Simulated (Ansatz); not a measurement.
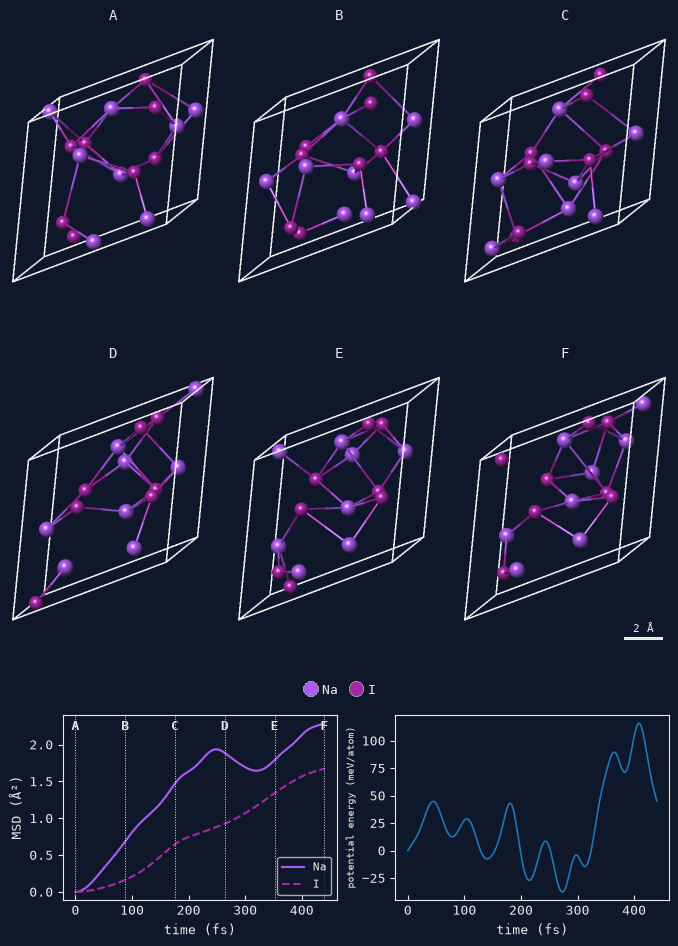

Molecular dynamics of a 16-atom cell of NaI, 440 fs long. It starts from the last geometry of an earlier run, with fresh velocities. Frames (A at 0 fs, B at 88 fs, C at 176 fs, D at 264 fs, E at 352 fs, F at 440 fs) and the history of the run. The picture is a ball-and-stick view of the reduced simulation cell, seen slightly off an axis. Atoms that leave the cell re-enter on the other side. Bonds to atoms that aren't drawn are left out. Lengths and directions refer to the drawn axes.

The calculation used DFT PBE, scalar-relativistic, plane waves, PAW in Ansatz. Settings: plane-wave cutoff 420 eV; k-point mesh 1 × 1 × 1; Fermi-Dirac smearing 0.05 eV; Nosé-Hoover thermostat (NVT); set temperature 1560 K; time step 2 fs; thermostat time 200.0 fs.

### What happens in this trajectory?

The mean temperature in the second half is 1607 K (standard deviation 368 K). The potential energy is still drifting at the end, so the run hasn't reached equilibrium. The potential energy in the second half lies on average 33.0 meV per atom above the first frame. In the second half of the run the atoms are, in the root-mean-square, this far from where they began (common drift taken out): Na 1.38 Å, I 1.11 Å. That is a large part of the typical shortest distance between atoms in the first frame, about 2.9 Å and still growing: the atoms leave their places as in a liquid. The conserved quantity stays between −0.085 and 0.084 meV per atom of its start. A straight-line fit has a slope that amounts to −0.0027 meV per atom over 440 fs (under 0.1 % of the mean kinetic energy), and the ripple about it is 0.1 % of the kinetic energy's fluctuation. With a drift under 2 % and a ripple under 7 %, the integration is accurate.

Cost: 14 min on 1 thread of Arm Neoverse V1, on a shared host, peak memory 0.61 GiB.
